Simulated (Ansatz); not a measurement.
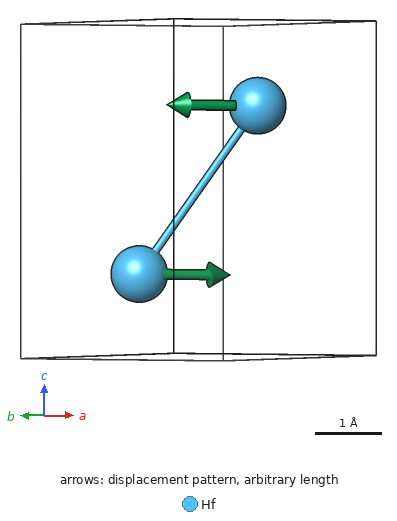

The lowest optical mode of crystalline Hf, space group P6₃/mmc (No. 194), at the zone centre. The green arrows give the relative displacements of the atoms. A ball-and-stick model of the cell of the calculation, seen from a free direction.

These are results of Ansatz 0.2.0, DFT PBE, scalar-relativistic, plane waves, PAW, not measurements. Settings: plane-wave cutoff 420 eV; k-point mesh 18 × 18 × 8; occupations fermi dirac; smearing width 0.15 eV; no spin polarisation.

The frequencies depend somewhat on the k-mesh and the smearing.

> Is this crystal at a minimum with respect to the drawn distortion?

Yes: this softest mode has a real frequency, and so have all others here. That speaks for this wave vector alone: the rest of the zone wasn't checked in this run. This is the E₂g mode (doubly degenerate; one member of the set is drawn) at 73 cm⁻¹, the lowest optical level, Raman-active by symmetry. All motion is along a; atoms of one kind move against one another, with no net shift of their sublattice.
